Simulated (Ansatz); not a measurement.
# Os: what the electrons do

Space group Fm-3m; the calculation finds a residual pressure of about −9 GPa at this fixed cell. This isn't the usual form at ambient conditions.

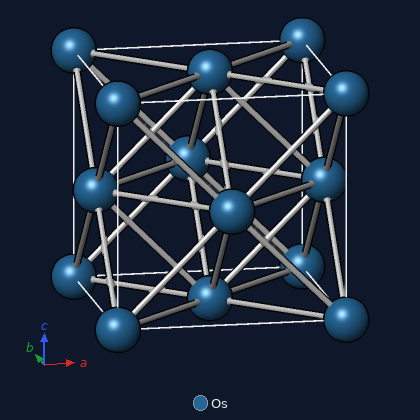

The conventional cell.

The calculation's input:

```
crystal:
  lattice:
    - [0.0, 1.945, 1.945]
    - [1.945, 0.0, 1.945]
    - [1.945, 1.945, 0.0]
  atoms:
    - { symbol: Os, position: [0.0, 0.0, 0.0] }
basis:
  ecutwfc: 420
  fft_grid_basis: typed
kpoints:
  mp_grid: { grid: [14, 14, 14] }
hamiltonian:
  xc: pbe
  pseudopotentials: { kind: paw }
scf:
  occupations: { method: gaussian, width: 0.05 }
output:
  forces: true
  stress: true
  eigenvalues: true
  bader: true
  write_density: true
  volumetric_format: npy
  elf: true
```

Run with:

```sh
ansatz run input.yaml --threads 1 --pin off --max-ram 2560MiB --backend cpu --events-out ev --progress --plain --runs-dir out
```

The picture shows the conventional cell (a = 3.89 Å, b = 3.89 Å, c = 3.89 Å, α = 90.00°, β = 90.00°, γ = 90.00°).

Theory: DFT PBE, scalar-relativistic, plane waves, PAW (Ansatz).

Core electrons are frozen (PAW), so the maps are meaningful between the atoms, not at the nuclei.

Part 1: Bonding charge

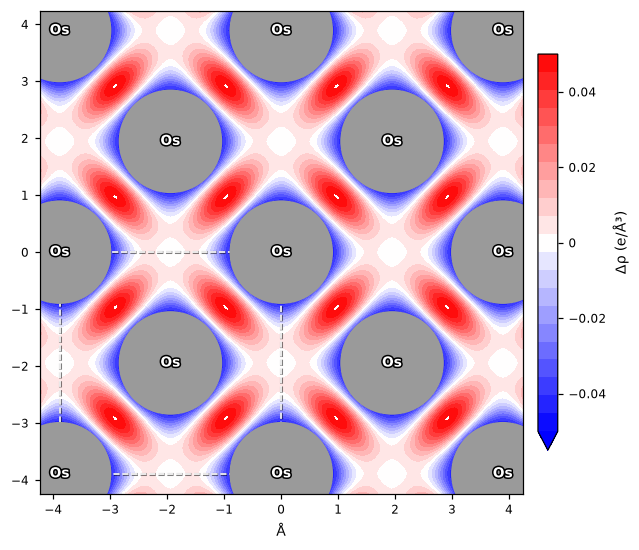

Density of the crystal less the sum of free-atom densities: a map on the (010) plane of the conventional cell, with grey discs over the atomic cores. Cores are masked to 0.9 Å (Os).

Question: What does the deformation density say about the bonding?

Answer: Os–Os (2.75 Å): Δρ is +0.05 e/Å³ at the midpoint.
- Over the whole cell, outside the masked cores, the largest gain, 0.05 e/Å³, lies 1.4 Å from an osmium nucleus, and the largest loss lies at the edge of the masked core of Os.
- The rearranged charge, half the integral of |Δρ|, is about 0.23 e an atom.

Part 2: States by energy

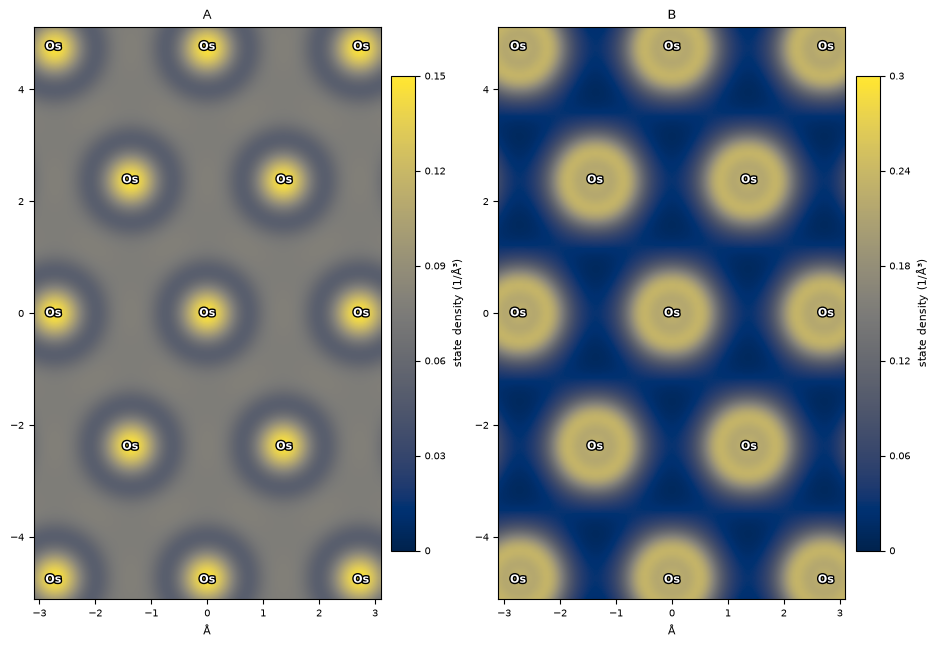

Os: densities of the states in two energy windows, on the (111) plane of the conventional cell.

Question: Match the panels to the energy ranges (zero at the Fermi level): −10.4 to −6.9 eV and 0.0 to +1.2 eV.

Answer: Panel A: −10.4 to −6.9 eV, the lower third of the occupied valence band, mainly Os 6s (70 %) and Os 5d (30 %).
Panel B: 0.0 to +1.2 eV, the empty states just over the Fermi level, mainly Os 5d (over 95 %).
The characters are Löwdin shares on a minimal set of atomic orbitals.

Part 3: Change of volume

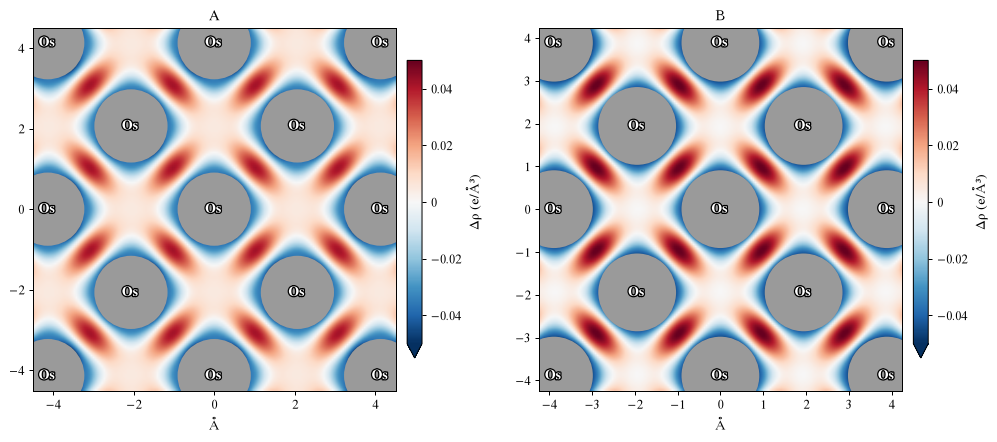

Os: deformation density on the (100) plane of the conventional cell at two volumes, with the same fractional coordinates and one colour scale. Grey discs cover the cores.

Question: How do the two volumes compare, and how does the bonding charge respond?

Answer: A is the larger cell: A has 120 % of the volume of B.
From B to A, Os–Os goes from 2.75 to 2.92 Å, and Δρ at its midpoint from +0.05 to +0.04 e/Å³.
The pressure is −9 GPa in B and −49 GPa in A.
The rearranged charge is 0.23 e an atom in B and 0.23 e in A.

Part 4: Putting it together

The two pressures give a mean stiffness −ΔP/Δln V of about 215 GPa over this range, with the atoms held at their fractional positions.

Run times: 7.8 s (base cell), 2.5 s (state densities) and 6.3 s (scaled cell), on 1 thread of Arm Neoverse N1 (shared host).
